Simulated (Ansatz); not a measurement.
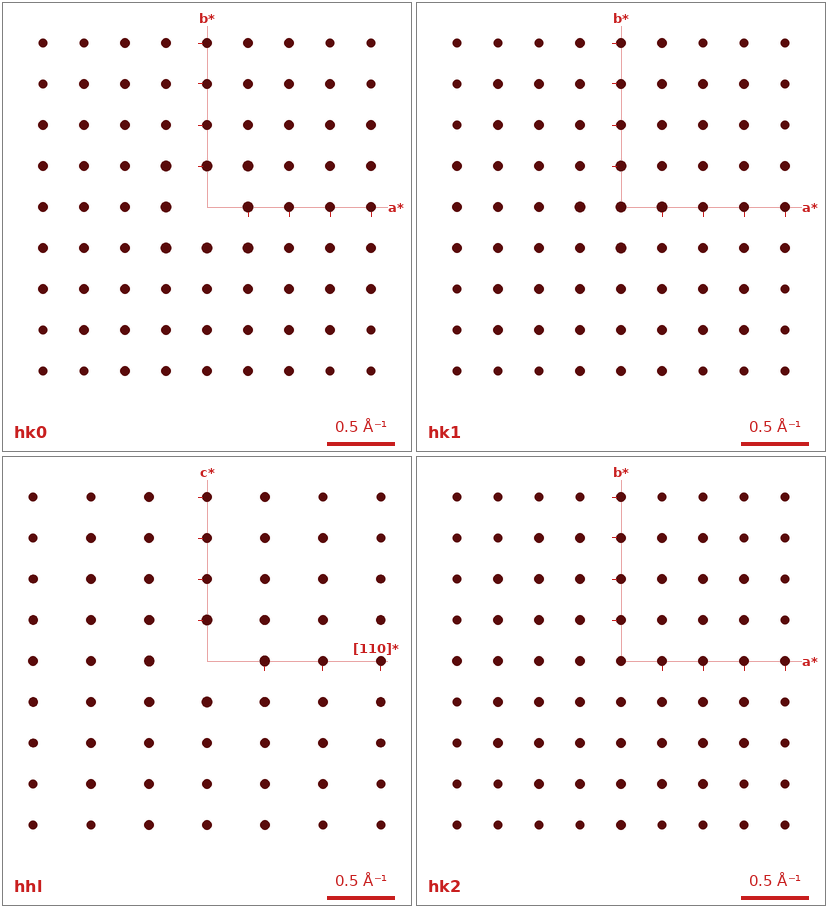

Simulated precession-type sections (neutrons; kinematic intensities, B = 0.5 Å²). The ticks mark integer indices of the conventional cell.

The compound is Tl. Structure: the end point of a relaxation with DFT PBE, scalar-relativistic, plane waves, PAW (Ansatz); the starting structure was generated, so it need not be a known form of this composition.

What cell do the layers give?

Answer. a* = 0.308, b* = 0.308, c* = 0.308 Å⁻¹; the cell is cubic with a = 3.25 Å.

Which reflection conditions do the layers show?

Answer. Reflections are present only under these conditions. hkl: no condition; hk0: no condition; hhl: no condition; h00: no condition. The lattice is primitive (P).

Which space groups fit?

Answer. The intensities have Laue symmetry m-3m (the hk0 layer shows 4mm, hk1 shows 4mm). With these conditions the candidates are P432 (No. 207), P-43m (No. 215), Pm-3m (No. 221). Diffraction geometry alone does not choose among them; the structure has Pm-3m.
